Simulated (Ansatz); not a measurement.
Consider H18C8N4O5.

H18C8N4O5, 70 atoms, a = 10.32 Å, b = 4.89 Å, c = 11.50 Å, α = 90.00°, β = 90.73°, γ = 90.00°.

Space group C2.

Theory: Ansatz 0.2.0, DFT PBE+D3(BJ), scalar-relativistic, plane waves, PAW.

### What can the converged valence pseudo-density and electron localisation function tell about the bonding?

N–H (1.05 Å): ρ at the midpoint is about 2.9 e/Å³; the ELF climbs to about 1 towards the hydrogen, as it does in any bond to H; an ordinary covalent bond to hydrogen.
C–H (1.10 Å): ρ is about 1.9 e/Å³ halfway; the ELF climbs to about 1 towards the hydrogen; an ordinary covalent bond to hydrogen.

### Metal or insulator at this level of theory?

It is gapped, with a Kohn–Sham gap of 3.7 eV on the k-point mesh (the band edges may lie off the mesh, which would make the gap smaller).

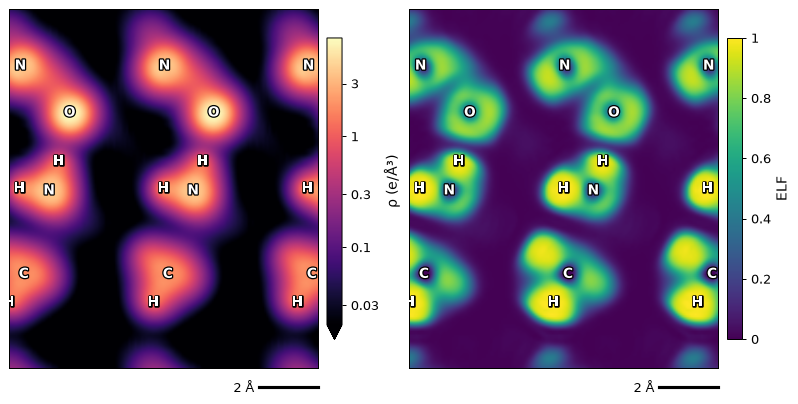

Computed valence pseudo-density and electron localisation function on the (100) plane of the conventional cell, in this order. Atoms just off the plane (H, 0.5 Å away and C, 0.6 Å away) can leave unmarked features too.

The density is the valence pseudo-density of a PAW calculation; it isn't the true density close to the nuclei.
